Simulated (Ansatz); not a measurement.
Input

```
crystal:
  lattice:
    - [-5.0380822009, 0.0, -6.09628e-05]
    - [0.0, -3.1249488261, 0.0]
    - [-0.0065814847, 0.0, 10.8207859611]
  atoms:
    - { symbol: Al, position: [0.4997783381, 0.5, 0.0836275373] }
    - { symbol: Al, position: [0.4997783381, 0.5, 0.5836275373] }
    - { symbol: Al, position: [0.9993316293, 0.5, 0.4174509685] }
    - { symbol: Al, position: [0.9993316293, 0.5, 0.9174509685] }
    - { symbol: Al, position: [0.9989956742, 1.0, 0.165822232] }
    - { symbol: Al, position: [0.9989956742, 1.0, 0.665822232] }
    - { symbol: Ga, position: [0.5005053126, 1.0, 0.3331022322] }
    - { symbol: Ga, position: [0.5005053126, 1.0, 0.8331022322] }
    - { symbol: "N", position: [0.8892930213, 1.0, 0.3331585062] }
    - { symbol: "N", position: [0.8892930213, 1.0, 0.8331585062] }
    - { symbol: "N", position: [0.8773244104, 0.5, 0.0835661458] }
    - { symbol: "N", position: [0.8773244104, 0.5, 0.5835661458] }
    - { symbol: "N", position: [0.3745864007, 0.5, 0.4203405032] }
    - { symbol: "N", position: [0.3745864007, 0.5, 0.9203405032] }
    - { symbol: "N", position: [0.3765862133, 1.0, 0.1629323748] }
    - { symbol: "N", position: [0.3765862133, 1.0, 0.6629323748] }
basis:
  ecutwfc: 500
kpoints:
  mp_grid: { grid: [5, 7, 2] }
hamiltonian:
  xc: r2scan
scf:
  occupations: { method: gaussian, width: 0.05 }
output:
  forces: true
  stress: true
  eigenvalues: true
  write_density: true
  write_potential: true
  elf: true
  volumetric_format: npy
```

Command:

```sh
ansatz run input.yaml --threads 2 --pin off --max-ram 5120MiB --backend cpu --events-out ev --progress --plain --runs-dir out
```

Space group Pm; a structure from a database of computed crystals, not necessarily the ambient phase.

All numbers below come from DFT r2SCAN, scalar-relativistic, plane waves, PAW in Ansatz 0.2.0.

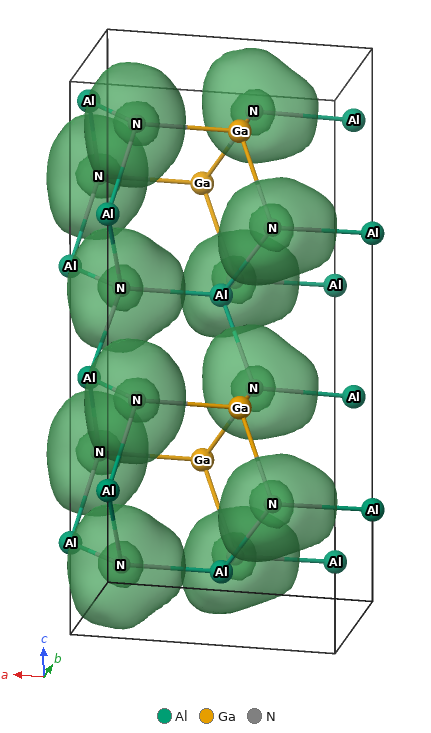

Al3GaN4. Isosurface of the electron localisation function at 0.65 (green), seen at an oblique angle. Core shells and regions of very low density are left out. Sticks mark near contacts.

In a PAW calculation such maps are meaningful between the atoms, not at the nuclei.

**Describe the localisation domains.**

The surface consists of eight regions on N in which the atom's valence shell and bonds are merged, counted in one cell of 16 atoms. Any copies at cell faces, edges or corners count once. Profiles from the grid: Al–N (1.88 Å): the ELF peaks at about 0.90 between the atoms: a polar covalent bond. Ga–N (1.93 Å): the ELF peaks at about 0.85 in the valence shell of N, 0.7 Å from its nucleus, and is about 0.45 at the midpoint.

**Metal or insulator at this level of theory?**

It is gapped, with a Kohn–Sham gap of 4.1 eV on the k-point mesh (the band edges may lie off the mesh, which would make the gap smaller).
